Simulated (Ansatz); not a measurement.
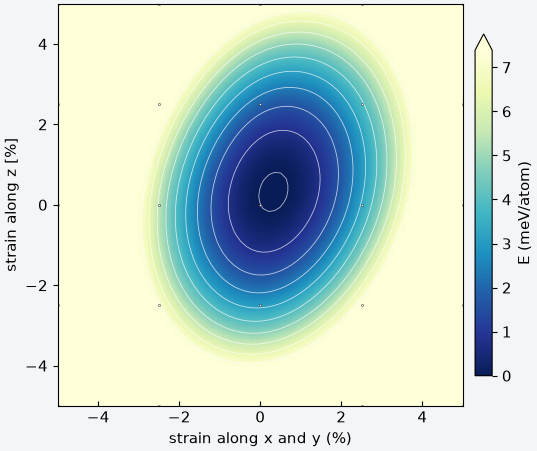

NaH (Pm-3m, No. 221; 2 atoms in the cell). 
- The cell is strained homogeneously, by one strain along x and y and another along z, with fractional coordinates fixed (x, y and z along the cube axes).
- Coordinates scanned: (1) strain along x and y; (2) strain along z.
- The scan uses a 5 × 5 grid.
- Energies are in meV/atom, from the lowest grid point.
- The reference cell is the one listed in the database, not relaxed at this level.
- Method: Ansatz 0.2.0, DFT PBE, scalar-relativistic, plane waves, PAW. Settings: cutoff 420 eV, k-mesh 10×10×10, gaussian smearing 0.05 eV, no spin polarisation.

In the figure: a smooth colour map with a few white contour lines, dots at the grid points, one colour for all values above the top of the scale. Between grid points the surface is interpolated.

Estimate the clamped-ion elastic constants that this map fixes.

With the cell volume of 25.8 Å³, the curvatures of the interpolated surface at its minimum give C₁₁ + C₂₂ + 2C₁₂ ≈ 170 GPa, C₃₃ ≈ 98.6 GPa and C₁₃ + C₂₃ ≈ −27 GPa (clamped ions, Cartesian axes of the cell). A stretch of 1 % along z with free sides (kept equal in x and y) would change the in-plane lengths by about 0.16 %.
